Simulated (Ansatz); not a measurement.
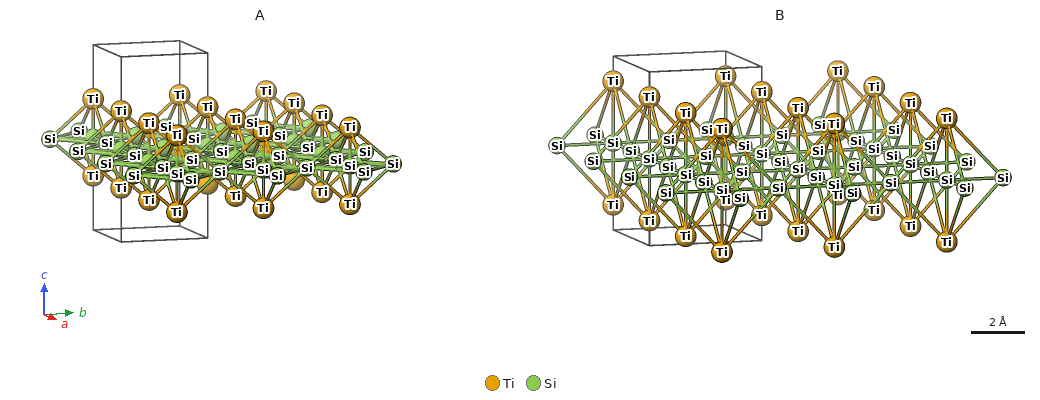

Two geometries of solid Ti2Si3 (a generated structure, set up in P4/mmm) (coarse preliminary run), drawn at one scale. One is the start of a relaxation, the other its converged end. A ball-and-stick model of the cell of the calculation, repeated 3 × 2 × 1 with one cell outlined, seen slightly off an axis.

Theory: Ansatz, DFT PBE, scalar-relativistic, plane waves, PAW. (plane-wave cutoff 420 eV; k-point mesh 6 × 6 × 4; occupations gaussian; smearing width 0.1 eV; no spin polarisation; cell and atoms relaxed; force threshold 0.04 eV/Å; at most 70 steps)

> Which of the two is the end point?

Structure B is the relaxed one. After 14 accepted moves (17 points after the start) the energy has fallen by 6562 meV per atom. The largest force component goes from 36 to 0.016 eV/Å. Pressure: 139.36 GPa at the start and −0.02 GPa at the end. The line search rejected the trial step at point 8 of the run. The SCF was repeated twice at an unchanged geometry on a basis and grid sized afresh for the cell, which shifted the energy by 69.1 meV per atom at most. The largest moves relative to the cell, 1.00 Å, are those of Ti atoms. Si stays in place. Cell: a = b 3.494 → 4.539 Å (+29.9 %), c 7.186 → 6.743 Å (−6.2 %). Volume +58.4 %. Among the contacts that change: Ti–Ti 4.204 → 1.950 Å, Ti–Ti 2.982 → 4.792 Å, Si–Ti 2.297 → 3.300 Å, Si–Ti 1.491 → 2.396 Å. New bonds form, among them: Ti–Ti (4.20 → 1.95 Å). Bond angles that change, for instance: Ti–Si–Ti 81.0° → 93.1°, Si–Ti–Si 99.0° → 86.9°, Ti–Si–Ti 99.0° → 86.9°. The space group stays P4/mmm (No. 123).
